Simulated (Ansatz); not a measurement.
**Geometry relaxation, with input and output: Al (part 2 of 2)**

The same run, continued: Al (defect cell, 28 atoms in the cell); DFT PBE, scalar-relativistic, plane waves, PAW, no spin polarisation (Ansatz 0.2.0); cutoff 420 eV, 4×4×4 k-mesh, Gaussian smearing of 0.1 eV. The structure derives from a Materials Project entry. It belongs to a series of runs on one base structure; here: Al interstitial, charge +0, atoms relaxed at the host's cell.

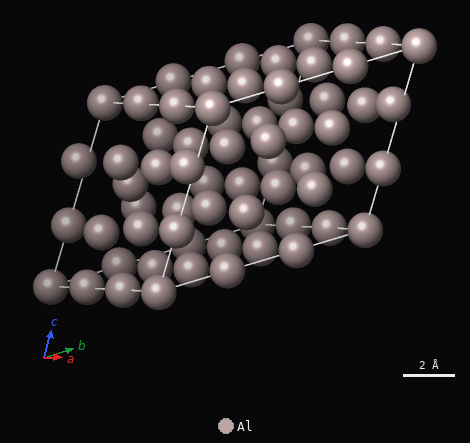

*The geometry at step 3 of the log (spheres-only view of the cell of the calculation, seen at an oblique angle).*

Output, continued:
```
  k-point 1: bands = ["-2.8985", "-1.4107", "-0.4734", "-0.4729", "-0.3385", "0.0251", "0.0259", "0.1373", "0.5409", "0.5417", "0.6585", "1.5530", "1.9888", "1.9898", "2.1140", "2.9510", "2.9516", "3.0818", "4.6917", "4.8278", "4.8291", "4.9394", "4.9398", "5.0097", "5.2300", "5.2309", "5.4255", "5.7913", "5.9517", "6.1578", "6.1589", "6.3648", "6.3653", "6.4429", "6.7945", "6.7952", "6.8847", "7.0914", "7.0918", "7.4252", "7.6801", "7.6803", "7.9597", "8.3687", "8.3688", "8.6740", "9.3301", "9.3306", "9.3688", "9.3698", "9.3777", "9.6026", "9.6311", "9.6312", "9.7911", "10.3009", "10.3018", "10.3304", "10.6642", "10.6646", "10.8838", "11.4904", "11.7197", "11.7206", "12.0318", "12.6243", "12.6248", "12.8645", "13.2612", "13.2889"]
  k-point 2: bands = ["-2.3508", "-2.3239", "-0.4640", "-0.4636", "-0.3398", "-0.3372", "-0.3153", "-0.2345", "1.5196", "1.5414", "1.5418", "1.5780", "1.5798", "1.8455", "3.4196", "3.4402", "3.4410", "3.5096", "3.5103", "3.5544", "3.6103", "3.6870", "5.1389", "5.2214", "5.2225", "5.2411", "5.3813", "5.3817", "5.4191", "5.4209", "5.4887", "5.7084", "5.7261", "5.7269", "7.0486", "7.0491", "7.3833", "7.3838", "7.5316", "7.5413", "8.8742", "9.0348", "9.0350", "9.0779", "9.0780", "9.1420", "9.2685", "9.2697", "9.3420", "9.3445", "9.7746", "9.8461", "10.8279", "10.8401", "10.8408", "10.8745", "10.8763", "11.0559", "11.0607", "11.0733", "11.0776", "11.1309", "11.2371", "11.2709", "11.3259", "11.3270", "11.4960", "11.6088", "11.8002", "11.8014"]
  k-point 35: bands = ["-2.3502", "-2.3246", "-0.4640", "-0.4634", "-0.3413", "-0.3372", "-0.3139", "-0.2346", "1.5193", "1.5410", "1.5417", "1.5779", "1.5802", "1.8461", "3.4178", "3.4402", "3.4423", "3.5094", "3.5102", "3.5546", "3.6102", "3.6874", "5.1402", "5.2217", "5.2230", "5.2397", "5.3821", "5.3827", "5.4175", "5.4197", "5.4890", "5.7085", "5.7261", "5.7269", "7.0492", "7.0496", "7.3827", "7.3833", "7.5321", "7.5409", "8.8745", "9.0349", "9.0352", "9.0777", "9.0779", "9.1408", "9.2689", "9.2706", "9.3418", "9.3444", "9.7746", "9.8462", "10.8272", "10.8402", "10.8408", "10.8742", "10.8763", "11.0564", "11.0636", "11.0706", "11.0772", "11.1310", "11.2369", "11.2724", "11.3257", "11.3274", "11.4955", "11.6073", "11.8003", "11.8016"]
--- Relaxed structure (6 steps of the walk, 6 accepted, 0 SCFs on fresh bases) ---
  F+E_penalty+E_count = -15046.66340529 eV   max|allowed force component| = 7.737e-4 eV/Å
  atoms:
    - { symbol: Al, position: [0.0033317053180577094, 0.6676253112833346, 0.6626767028467497] }
    - { symbol: Al, position: [-0.035653928741892105, 0.3693576126292999, 0.7004350154264192] }
    - { symbol: Al, position: [-0.0002566027486419764, 0.6670326966112057, 0.3325791721037271] }
    - { symbol: Al, position: [-0.03309786749965621, -0.032152596482848905, 0.6978770861352215] }
    - { symbol: Al, position: [-0.028899687429868592, 0.3625941484546832, 0.3031498233446711] }
    - { symbol: Al, position: [0.0015809124217315285, 0.6663800582579744, 0.0004446955743090397] }
    - { symbol: Al, position: [-0.0006512686141349477, 0.00023686737175515615, 0.332148153419938] }
    - { symbol: Al, position: [0.002193462896776438, 0.3312776003305712, 0.0009317680494290437] }
    - { symbol: Al, position: [0.0005218140209022267, 0.0013890785932949095, -0.0032710289746035724] }
    - { symbol: Al, position: [0.3327522905974757, 0.668008001133854, 0.6656069949945908] }
    - { symbol: Al, position: [0.33229991146341625, 0.33317192979437366, 0.665205547050103] }
    - { symbol: Al, position: [0.331323598984115, 0.6675896942252505, 0.3346801426224034] }
    - { symbol: Al, position: [0.36884828521702023, -0.0351149144291486, 0.7008828715525286] }
    - { symbol: Al, position: [0.3644437953288458, 0.3654490969592219, 0.30030048527256914] }
    - { symbol: Al, position: [0.329598858223337, 0.6663316290344479, 0.0005006616044584411] }
    - { symbol: Al, position: [0.36206062659394744, -0.028325525129390544, 0.30271776469274525] }
    - { symbol: Al, position: [0.3334475759622425, 0.3343327944339908, -0.0021632739379785215] }
    - { symbol: Al, position: [0.3302616482637224, 0.003223536137785307, 0.0009483430774084281] }
    - { symbol: Al, position: [0.6664109302053761, 0.6670676626033353, 0.6618822257029829] }
    - { symbol: Al, position: [0.666885506018193, 0.3337162480897814, 0.6656770369741735] }
    - { symbol: Al, position: [0.6663965658908639, 0.6670803901046507, 0.33399899536978106] }
    - { symbol: Al, position: [0.6669091588781481, 0.004261197879192824, 0.6625637904152404] }
    - { symbol: Al, position: [0.6668125131078904, 0.33224252330065884, 0.3345906154185062] }
    - { symbol: Al, position: [0.6664154358577665, 0.6673892134011383, -0.0019932250752116576] }
    - { symbol: Al, position: [0.6659209445002975, 0.0006921395910127748, 0.3326664009486967] }
    - { symbol: Al, position: [0.6655739013916513, 0.33053386352058395, 0.0004263164310417955] }
    - { symbol: Al, position: [0.6656508752639244, 0.002497063209423911, 0.0003616505929908919] }
    - { symbol: Al, position: [0.16603948342849217, 0.16589650619056726, 0.5079508593671085] }
```

Trajectory as extended XYZ (Å, eV, eV/Å), 3 of the 6 frames kept, from step=1 to step=6:
```
28
Lattice="-6.0624 6.0624 0.0000 0.0000 6.0624 -6.0624 -6.0624 0.0000 -6.0624" Properties=species:S:1:pos:R:3:forces:R:3 step=1 energy=-15038.43303
Al   -4.0416    4.0416   -8.0832   -0.0104  -0.0417   0.0314
Al   -4.0489    2.0816   -6.1173    0.1107  -0.3005  -5.0640
Al   -2.0208    4.0416   -6.0624    0.2544   0.1815  -0.2599
Al   -3.9759   -0.0729   -3.9611   -0.0185  -3.8888  -0.2752
Al   -2.0205    2.0136   -4.0900    5.7283  -0.3188  -0.0128
Al    0.0000    4.0416   -4.0416    0.0238  -0.0218   0.0039
Al   -2.0208    0.0000   -2.0208    0.1312   0.0226   0.2103
Al    0.0000    2.0208   -2.0208   -0.0842   0.0087  -0.0910
Al    0.0000    0.0000    0.0000    0.0213  -0.0894  -0.0188
Al   -6.0624    6.0624   -8.0832   -0.1685  -0.1968   0.1658
Al   -6.0624    4.0416   -6.0624   -0.0490   0.1242   0.0550
Al   -4.0416    6.0624   -6.0624   -0.0093   0.0429  -0.0232
Al   -6.0341    1.9799   -4.0271   -9.7250  -0.4038  -0.2732
Al   -3.8693    4.0058   -4.0133    0.4756   9.9615  -0.1692
Al   -2.0208    6.0624   -4.0416    0.0957   0.1022   0.0063
Al   -4.1437    2.0660   -2.1129    0.2073  -0.3371  11.0635
Al   -2.0208    4.0416   -2.0208    0.2542   0.0399   0.2769
Al   -2.0208    2.0208    0.0000   -0.0858   0.0062  -0.0759
Al   -8.0832    8.0832   -8.0832    0.0199   0.0031  -0.0627
Al   -8.0832    6.0624   -6.0624    0.0190  -0.0789  -0.1288
Al   -6.0624    8.0832   -6.0624    0.0441   0.0070  -0.0272
Al   -8.0832    4.0416   -4.0416    0.1744  -0.1722   0.0001
Al   -6.0624    6.0624   -4.0416    0.1303  -0.1118   0.0099
Al   -4.0416    8.0832   -4.0416    0.0009   0.0062   0.0022
Al   -6.0624    4.0416   -2.0208   -0.1674   0.2247   0.0158
Al   -4.0416    6.0624   -2.0208   -0.0137   0.0024  -0.0056
Al   -4.0416    4.0416    0.0000   -0.0023  -0.0260  -0.0183
Al   -4.1034    2.0934   -4.0115    2.6430  -4.7459  -5.3352
28
Lattice="-6.0624 6.0624 0.0000 0.0000 6.0624 -6.0624 -6.0624 0.0000 -6.0624" Properties=species:S:1:pos:R:3:forces:R:3 step=3 energy=-15046.46477
Al   -4.0416    4.0483   -8.0769    0.0055   0.0471   0.0434
Al   -4.0387    2.0406   -6.4268    0.0080  -0.0681  -0.5832
Al   -2.0059    4.0507   -6.0758    0.0127   0.0322   0.0101
Al   -4.0054   -0.3461   -4.0083   -0.0036  -0.4552  -0.0714
Al   -1.7172    2.0206   -4.0522    0.6705  -0.0674   0.0044
Al   -0.0031    4.0521   -4.0425   -0.0520   0.0047  -0.0058
Al   -2.0173    0.0110   -2.0187    0.0281  -0.0514  -0.0087
Al   -0.0270    2.0183   -2.0329    0.0469  -0.0018   0.0791
Al    0.0219    0.0112    0.0119   -0.0285   0.0271   0.0044
Al   -6.0636    6.0487   -8.0751   -0.0117   0.0089   0.0192
Al   -6.0392    4.0284   -6.0358   -0.0168  -0.0172  -0.0526
Al   -4.0407    6.0648   -6.0769    0.0116  -0.0437  -0.0003
Al   -6.4061    2.0123   -4.0194   -1.0378  -0.0259  -0.0863
Al   -3.9697    4.3539   -4.0169   -0.0147   1.0647  -0.0533
Al   -2.0043    6.0737   -4.0441    0.0040  -0.1080  -0.0105
Al   -4.0774    2.0457   -1.7423    0.0858  -0.0574   1.1364
Al   -2.0080    4.0355   -2.0073    0.0249   0.0785   0.0108
Al   -2.0385    2.0230   -0.0357    0.1195  -0.0052   0.0913
Al   -8.0747    8.0847   -8.0700    0.0594  -0.0060   0.0255
Al   -8.0834    6.0611   -6.0608    0.0319  -0.0042   0.0196
Al   -6.0683    8.0830   -6.0612   -0.0085  -0.0014  -0.0543
Al   -8.0528    4.0323   -4.0457   -0.0563   0.1110  -0.0006
Al   -6.0376    6.0274   -4.0424   -0.1324   0.1221  -0.0149
Al   -4.0420    8.0850   -4.0422    0.0005   0.0043   0.0065
Al   -6.0561    4.0524   -2.0333   -0.0245   0.0028   0.0882
Al   -4.0438    6.0599   -2.0068    0.0322  -0.0656  -0.0152
Al   -4.0384    4.0562    0.0001   -0.0143  -0.0285  -0.0709
Al   -4.0908    2.0313   -4.0691    0.2595  -0.4965  -0.5107
28
Lattice="-6.0624 6.0624 0.0000 0.0000 6.0624 -6.0624 -6.0624 0.0000 -6.0624" Properties=species:S:1:pos:R:3:forces:R:3 step=6 energy=-15046.66340
Al   -4.0376    4.0676   -8.0649   -0.0001   0.0004   0.0001
Al   -4.0302    2.0231   -6.4855    0.0001   0.0000  -0.0001
Al   -2.0147    4.0423   -6.0601    0.0000  -0.0002   0.0000
Al   -4.0302   -0.3956   -4.0359    0.0001  -0.0002  -0.0002
Al   -1.6626    2.0230   -4.0360    0.0005   0.0002   0.0000
Al   -0.0123    4.0495   -4.0426    0.0000  -0.0001   0.0000
Al   -2.0097   -0.0025   -2.0151    0.0000   0.0001   0.0002
Al   -0.0189    2.0216   -2.0140   -0.0002   0.0001  -0.0001
Al    0.0167    0.0116    0.0114    0.0001   0.0001   0.0000
Al   -6.0525    6.0670   -8.0849   -0.0001   0.0000   0.0000
Al   -6.0473    4.0344   -6.0526    0.0001   0.0000   0.0000
Al   -4.0376    6.0558   -6.0762   -0.0002  -0.0001   0.0000
Al   -6.4852    2.0232   -4.0362    0.0000  -0.0002   0.0000
Al   -4.0300    4.4249   -4.0361   -0.0001   0.0002   0.0000
Al   -2.0012    6.0378   -4.0426    0.0001  -0.0004   0.0000
Al   -4.0302    2.0232   -1.6635    0.0003  -0.0002   0.0003
Al   -2.0084    4.0484   -2.0138    0.0002  -0.0001   0.0001
Al   -2.0079    2.0217   -0.0253    0.0002   0.0000  -0.0003
Al   -8.0527    8.0841   -8.0567    0.0004   0.0001   0.0008
Al   -8.0786    6.0661   -6.0588   -0.0002   0.0000   0.0001
Al   -6.0648    8.0841   -6.0690   -0.0001   0.0000   0.0004
Al   -8.0598    4.0689   -4.0426    0.0001   0.0004  -0.0001
Al   -6.0709    6.0567   -4.0426   -0.0001   0.0004   0.0000
Al   -4.0280    8.0861   -4.0339   -0.0002  -0.0003  -0.0007
Al   -6.0539    4.0413   -2.0210   -0.0001   0.0003  -0.0001
Al   -4.0376    6.0388   -2.0064   -0.0003  -0.0001   0.0003
Al   -4.0377    4.0506   -0.0173    0.0000   0.0001   0.0000
Al   -4.0860    2.0123   -4.0852   -0.0006  -0.0001  -0.0006
```

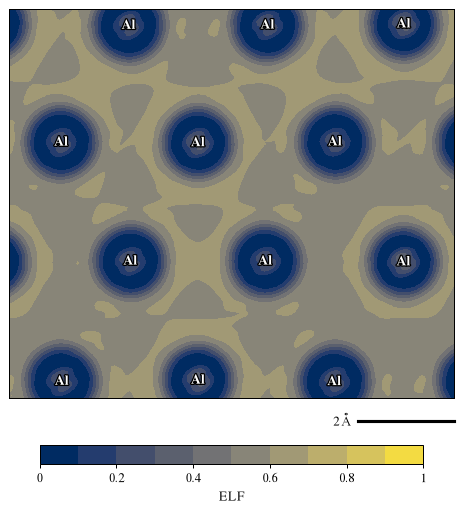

*Electron localisation function on the (100) plane of the calculation cell.*

The section cuts through Al sites. Core electrons are frozen (PAW), so the fields are smoothed inside the atomic spheres.

This output came from the following input.

Input:
```yaml
crystal:
  lattice:
    - [-6.062431381, 6.062431381, 0.0]
    - [0.0, 6.062431381, -6.062431381]
    - [-6.062431381, 0.0, -6.062431381]
  atoms:
    - { symbol: Al, position: [0.0, 0.6666666667, 0.6666666667] }
    - { symbol: Al, position: [0.0010926117, 0.3422616068, 0.6667829738] }
    - { symbol: Al, position: [0.0, 0.6666666667, 0.3333333333] }
    - { symbol: Al, position: [-0.0047939605, -0.0072325885, 0.6606139284] }
    - { symbol: Al, position: [-0.0046136768, 0.3367571145, 0.3378962673] }
    - { symbol: Al, position: [0.0, 0.6666666667, 0.0] }
    - { symbol: Al, position: [0.0, 0.0, 0.3333333333] }
    - { symbol: Al, position: [0.0, 0.3333333333, 0.0] }
    - { symbol: Al, position: [0.0, 0.0, 0.0] }
    - { symbol: Al, position: [0.3333333333, 0.6666666667, 0.6666666667] }
    - { symbol: Al, position: [0.3333333333, 0.3333333333, 0.6666666667] }
    - { symbol: Al, position: [0.3333333333, 0.6666666667, 0.3333333333] }
    - { symbol: Al, position: [0.3288204301, -0.0022311818, 0.6664984201] }
    - { symbol: Al, position: [0.3185017329, 0.3422482688, 0.3197424819] }
    - { symbol: Al, position: [0.3333333333, 0.6666666667, 0.0] }
    - { symbol: Al, position: [0.3378817912, 0.0029054112, 0.3456170887] }
    - { symbol: Al, position: [0.3333333333, 0.3333333333, 0.0] }
    - { symbol: Al, position: [0.3333333333, 0.0, 0.0] }
    - { symbol: Al, position: [0.6666666667, 0.6666666667, 0.6666666667] }
    - { symbol: Al, position: [0.6666666667, 0.3333333333, 0.6666666667] }
    - { symbol: Al, position: [0.6666666667, 0.6666666667, 0.3333333333] }
    - { symbol: Al, position: [0.6666666667, 0.0, 0.6666666667] }
    - { symbol: Al, position: [0.6666666667, 0.3333333333, 0.3333333333] }
    - { symbol: Al, position: [0.6666666667, 0.6666666667, 0.0] }
    - { symbol: Al, position: [0.6666666667, 0.0, 0.3333333333] }
    - { symbol: Al, position: [0.6666666667, 0.3333333333, 0.0] }
    - { symbol: Al, position: [0.6666666667, 0.0, 0.0] }
    - { symbol: Al, position: [0.1802315161, 0.165075196, 0.4966244308] }
basis:
  ecutwfc: 420
  xc_grid: 2
kpoints:
  mp_grid: { grid: [4, 4, 4], shift: [0.0, 0.0, 0.0] }
hamiltonian:
  xc: pbe
scf:
  occupations: { method: gaussian, width: 0.1 }
output:
  forces: true
  stress: false
  eigenvalues: true
  write_density: true
  write_potential: true
  elf: true
  volumetric_format: npy
relax:
  adjacent_minimum: "off"
  f_tol: 0.025
  max_steps: 45
```

Launch command:
```bash
ansatz run input.yaml --threads 4 --pin off --max-ram 8192MiB --backend cpu --events-out ev --progress --plain --runs-dir out
```

Key numbers:

```csv
quantity,value
outcome,converged
electrons treated,84
free energy,−15046.6634 eV
Fermi energy,8.318 eV
gap on the k-point mesh,none (metallic)
final volume,445.63 Å³
largest force (length of the vector) at the end,0.001 eV/Å
hardware,"4 threads of Arm Neoverse V1, 112 GiB of memory available, shared host"
wall time,3.9 min (CPU time 15 min)
peak memory,1.5 GiB
```
